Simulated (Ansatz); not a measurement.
# Run report: CoO, single-point calculation (part 2 of 2)

Continued. System: CoO (Fm-3m, 4 atoms in the cell). Method: DFT PBE+U, scalar-relativistic, plane waves, PAW, Ueff = 3.3 eV on Co d, spin-polarised (Ansatz 0.2.0); cutoff 420 eV, 5×5×3 k-mesh, Gaussian smearing of 0.05 eV, collinear spins. The structure derives from an entry of the Crystallography Open Database.

Geometry of the input (Å; fractional positions):
```
0.0000  2.1315  -2.1315
0.0000  2.1315  2.1315
4.2630  0.0000  0.0000
Co 0.0000  0.0000  0.0000
O  0.0000  1.0000  0.5000
Co 0.5000  0.5000  0.5000
O  0.5000  1.5000  1.0000
```

## Log, continued
```
SCF iter   1: F=—  HF=-11382.756778 eV  |F-HF|=—  |Δ(HF+E_count)|=         —  Δρ=7.01e-6 (↑7.01e-6 ↓7.01e-6)  dr2=3.12e-8  dr2_m=9.65e-10  M=0.000 μB ∫|m|=5.716 μB  β_m=0.30  ethr=6.78e-11  ⟨swp⟩=2.0  Hψ=5266  notcnv=0
preconditioner: auto → none  [insulator: Δε(μ)=1.627 eV  Ē_g=13.322 eV  σ=0.050 eV  W_gap=1.00  n_scr=14 (ndim 8)  ℏωp=32.7 eV  f_vac=0.000  D(μ)=0.00/eV (n_scr^D=0)  ε∞_Penn≈7.0]
SCF iter   2: F=-11382.756778 eV  HF=-11382.756778 eV  |F-HF|=7.06e-10  |Δ(HF+E_count)|=   1.18e-8  Δρ=2.23e-6 (↑2.23e-6 ↓2.23e-6)  dr2=1.72e-9  dr2_m=6.34e-10  M=0.000 μB ∫|m|=5.716 μB  ethr=6.78e-11  ⟨swp⟩=5.0  Hψ=5058  notcnv=0
SCF 3 converged in 2 iterations: F = -11382.756778 eV  dr2 = 1.72e-9
  greatest PAW one-centre occupation: 1.004 electrons in one spin orbital (limit 2), on the Co atom at site 0 (counted from 0), in its partial waves of l = 1
Symmetry: 2 space group operations
k-points: 38 of 75
the translation (0.5, 0.5, 0.5) carries every atom to within crystal.symmetry.tolerance of an atom of its element with the starting moment reversed, but both spin channels are solved: the run starts from a saved state that isn't shown to keep it, or this solve from the single point that its walk made first
iter 1 solved again at ethr=3.74e-12 eV; its pass at ethr=2.17e-6 eV (dr2=1.72e-9 eV) is discarded
SCF iter   1: F=—  HF=-11382.756778 eV  |F-HF|=—  |Δ(HF+E_count)|=         —  Δρ=2.23e-6 (↑2.23e-6 ↓2.23e-6)  dr2=1.72e-9  dr2_m=6.34e-10  M=0.000 μB ∫|m|=5.716 μB  ethr=3.74e-12  ⟨swp⟩=1.0  Hψ=10938  notcnv=0
SCF iter   2: F=—  HF=-11382.756777 eV  |F-HF|=—  |Δ(HF+E_count)|=   1.03e-6  Δρ=4.11e-5 (↑4.11e-5 ↓4.10e-5)  dr2=9.62e-7  dr2_m=1.29e-7  M=0.000 μB ∫|m|=5.716 μB  ethr=2.17e-6  ⟨swp⟩=1.0  Hψ=7344  notcnv=0
SCF iter   3: F=—  HF=-11382.756778 eV  |F-HF|=—  |Δ(HF+E_count)|=   1.05e-6  Δρ=6.50e-6 (↑6.50e-6 ↓6.48e-6)  dr2=4.02e-8  dr2_m=4.63e-10  M=0.000 μB ∫|m|=5.716 μB  ethr=2.17e-10  ⟨swp⟩=1.5  Hψ=5472  notcnv=0
SCF iter   4: F=-11382.756778 eV  HF=-11382.756778 eV  |F-HF|=1.29e-10  |Δ(HF+E_count)|=   7.30e-9  Δρ=5.87e-7 (↑5.87e-7 ↓5.79e-7)  dr2=2.37e-10  dr2_m=1.76e-11  M=0.000 μB ∫|m|=5.716 μB  ethr=1.10e-10  ⟨swp⟩=1.0  Hψ=5168  notcnv=0
SCF converged after 2 iterations
Stability not told: the lowest value that the SCF's own minimisation read on its close, 5.6e-2 (residual 5.2e-4), is positive but too near zero to vouch for directions that it does not look along: no lower mode is shown, and none is ruled out
Magnetization: 0.0000 μB (23.0000 up, 23.0000 down)
Absolute magnetization: 5.7167 μB (∫|ρ↑−ρ↓|, with the PAW one-centre terms)
Spin contamination: 2.9927 ħ² per cell (⟨S²⟩ above its minimum at these occupations)
Per-site moments (μB) at R_I (Å): [(2.5923537801896623, 0.87924375), (-0.07883126392526327, 0.87924375), (-2.592353776298873, 0.87924375), (0.07883125838294423, 0.87924375)]
Free energy (F): -11382.756778 eV
Harris-Foulkes:  -11382.756778 eV  (|F-HF|=7.06e-10)
Internal energy: -11382.756778 eV  (E = F + TS)
E sigma→0 (E₀):  -11382.756778 eV
Fermi energy:    14.201274 eV
--- Per-component energies (eV) ---
  E_band       = -635.627836
  E_kinetic    = 1234.542136
  E_local      = -6871.078550  (includes V_loc(G=0)·N_el)
  E_nonlocal   = 1029.517460
  E_hartree    = 2819.301848
  E_xc         = -457.648602
  E_vxc        = -588.067934  (∫ρ·V_xc dr)
  E_hubbard    = 0.999339  (on-site DFT+U / exact-exchange correction)
  E_vhub       = -22.016537  (the Hubbard potential's part of the band-sum identity)
  E_paw        = -3354.265348  (= ΣΔE_a)
  E_vpaw       = -1057.130796  (= ΣTr[D̂ρ^β])
  E_aug_tail   = 0.005071  (compensation charges beyond the density's cutoff)
  E_ewald      = -5784.130132
  E_smearing   = -0.000000  (= −TS)
  E_closure    = -0.000000  (closes the sum)
  Σ components = -11382.756778   (vs F -11382.756778, Δ=0.00e0)
--- Forces (eV/Å), atoms counted from 1 ---
  atom   1  Co     0.00000000     0.00000000     0.00000000
  atom   2  O      0.00000000     0.00000000     0.00000000
  atom   3  Co     0.00000000     0.00000000    -0.00000000
  atom   4  O      0.00000000     0.00000000     0.00000000
  max |Σ_I F_I| component: 7.89e-30 eV/Å
--- Stress (GPa, compression-positive) ---
        8.713063       0.667857      -0.667857
        0.667742       8.241743       0.645001
       -0.667742       0.645001       8.241743
  P = ⅓ Tr σ = 8.3988 GPa (83.988 kbar)
--- Band table (eV; the first three rows and the last of 48) ---
  k-point 0 ↑: bands = ["-83.3053", "-80.0401", "-47.0989", "-46.3221", "-46.3054", "-43.5654", "-43.2948", "-43.2816", "-5.8696", "-4.5770", "7.4074", "7.9770", "8.8489", "9.1445", "9.3187", "9.6676", "9.9871", "10.0013", "10.6762", "11.2730", "11.2908", "11.2985", "11.5101", "15.0144", "15.0978", "15.4533", "15.6439", "20.0575", "23.9931", "25.7277", "29.7716", "29.8377"]
  k-point 1 ↑: bands = ["-83.3054", "-80.0401", "-47.0990", "-46.3222", "-46.3054", "-43.5656", "-43.2952", "-43.2818", "-5.5146", "-4.8332", "6.8262", "7.9517", "8.5078", "8.8493", "9.0644", "9.2956", "9.8934", "10.0349", "10.9033", "11.0410", "11.3184", "11.4358", "12.0356", "15.1768", "15.4617", "15.7850", "17.5809", "20.2086", "24.6870", "26.1755", "27.9303", "29.5235"]
  k-point 2 ↑: bands = ["-83.3049", "-80.0398", "-47.0984", "-46.3216", "-46.3121", "-43.5647", "-43.2943", "-43.2896", "-5.5936", "-4.5079", "7.4713", "7.5269", "7.9078", "8.6514", "8.9485", "9.2874", "9.4201", "10.1772", "10.6383", "11.2394", "11.4914", "11.8452", "12.0479", "15.1554", "15.7138", "16.1507", "16.8126", "21.1473", "23.9510", "24.4232", "27.7135", "29.2822"]
  k-point 23 ↓: bands = ["-83.3033", "-80.0380", "-47.1081", "-46.3255", "-46.3208", "-43.5763", "-43.2998", "-43.2996", "-4.6645", "-4.3704", "7.0722", "7.2583", "7.4801", "7.5741", "8.0927", "9.4360", "9.7553", "9.8806", "10.3593", "10.6097", "11.7795", "11.9463", "12.0093", "15.4861", "15.9980", "16.6222", "21.2692", "22.1070", "23.6695", "23.7758", "23.9857", "24.6670"]
Occupation matrices written to [file]
--- Löwdin populations: 4 sites ---
  site symbol       q [e]    m [muB]
     0     Co     15.7993     2.6967
     1      O      7.0729    -0.1002
     2     Co     15.7993    -2.6967
     3      O      7.0729     0.1002
  spilling = 0.005556 (of n_electrons = 46.000000)
--- Occupation matrices: 2 shells (run DFT+U table (all-electron-ortho-atomic); ε = 8.38e-3) ---
  Co0 d_3D: site group Oh (m-3m); on the run's cell D4h (4/mmm)
  Co0 d_3D up     Tr n = 4.9841  λ = 0.996 0.996 0.996 0.997 0.999  [5× z2 0.20 (T2g 0.60) T2g(0.60)/Eg(0.40)]
  Co0 d_3D dn     Tr n = 2.2932  λ = 0.052 0.126 0.130 0.991 0.995  [xz 0.33 (T2g 1.00) T2g(1.00)/Eg(0.67) | 2× z2 0.48 (Eg 0.96) Eg(0.96)/B2g(0.48) | 2× yz 0.32 (T2g 0.96) T2g(0.96)/Eg(0.64)]
  Co2 d_3D: site group Oh (m-3m); on the run's cell D4h (4/mmm)
  Co2 d_3D up     Tr n = 2.2932  λ = 0.052 0.126 0.130 0.991 0.995  [xz 0.33 (T2g 1.00) T2g(1.00)/Eg(0.67) | 2× z2 0.48 (Eg 0.96) Eg(0.96)/B2g(0.48) | 2× yz 0.32 (T2g 0.96) T2g(0.96)/Eg(0.64)]
  Co2 d_3D dn     Tr n = 4.9841  λ = 0.996 0.996 0.996 0.997 0.999  [5× z2 0.20 (T2g 0.60) T2g(0.60)/Eg(0.40)]
  Tr n, λ and their labels are of the run-group-symmetrised matrices; stabiliser: 8 of 64 elements of G0×{1,Θ} (closed), max defect 1.8e-7 at τ = 1.8e-3
```

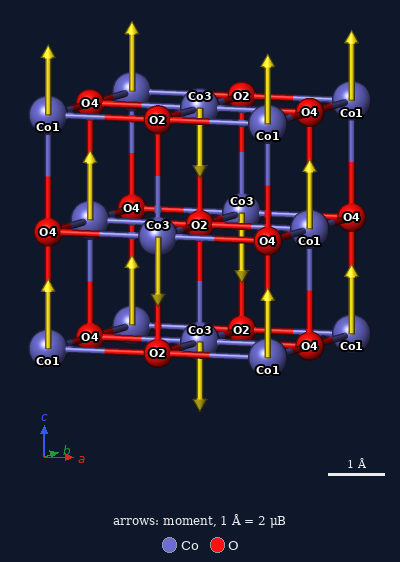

Magnetic moments of the sites as yellow arrows (ball-and-stick view of the cell 2 times as large as that of the calculation, set on its symmetry axes, seen slightly off an axis; atoms are numbered from 1 in the order of the input); small moments hardly show. The run is collinear, so the axis drawn is arbitrary. Site moments: Co1 (2.59 μB); Co3 (−2.59 μB); O2 (−0.08 μB); O4 (0.08 μB). They are counted near the atoms and needn't add up to the moment of the cell.

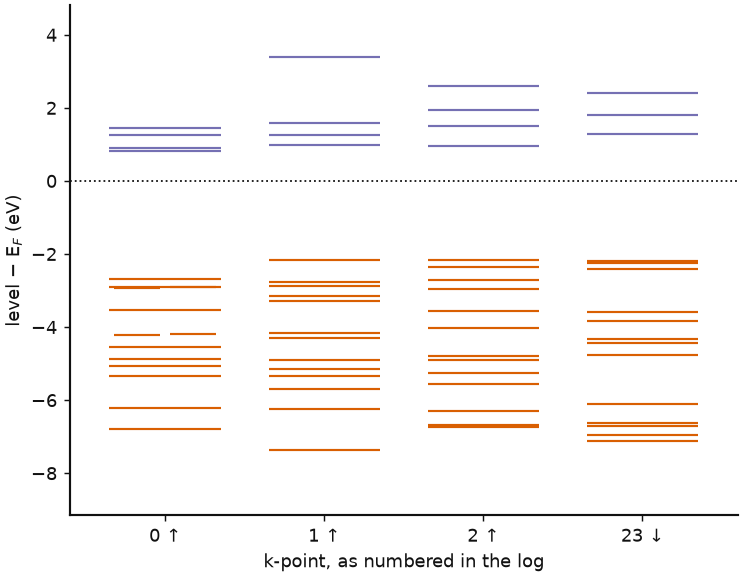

Kohn–Sham levels near the Fermi level (dotted) at the few k-points that the log prints; levels within 0.02 eV of each other stand side by side. Among these points the highest filled and lowest empty levels are 2.97 eV apart; the gap on the full mesh, 1.63 eV, has an edge at a point that isn't printed.

## Summary

| quantity | value |
| --- | --- |
| outcome | converged |
| space group (tolerance 0.01 Å) | Fm-3m (225) |
| electrons treated | 46 |
| free energy | −11382.7568 eV |
| Fermi energy | 14.201 eV |
| gap on the k-point mesh | 1.63 eV |
| net moment of the cell | 0.00 μB |
| integrated absolute moment | 5.72 μB |
| pressure | 8.40 GPa |
| largest force (length of the vector) | under 0.001 eV/Å |
| wall time | 18 s (CPU time 69 s) |
| peak memory | 0.58 GiB |

Warnings of the run: the state was not tested for a lower one. The cell is under a pressure of 8.4 GPa at this level, so it is not at its equilibrium volume.
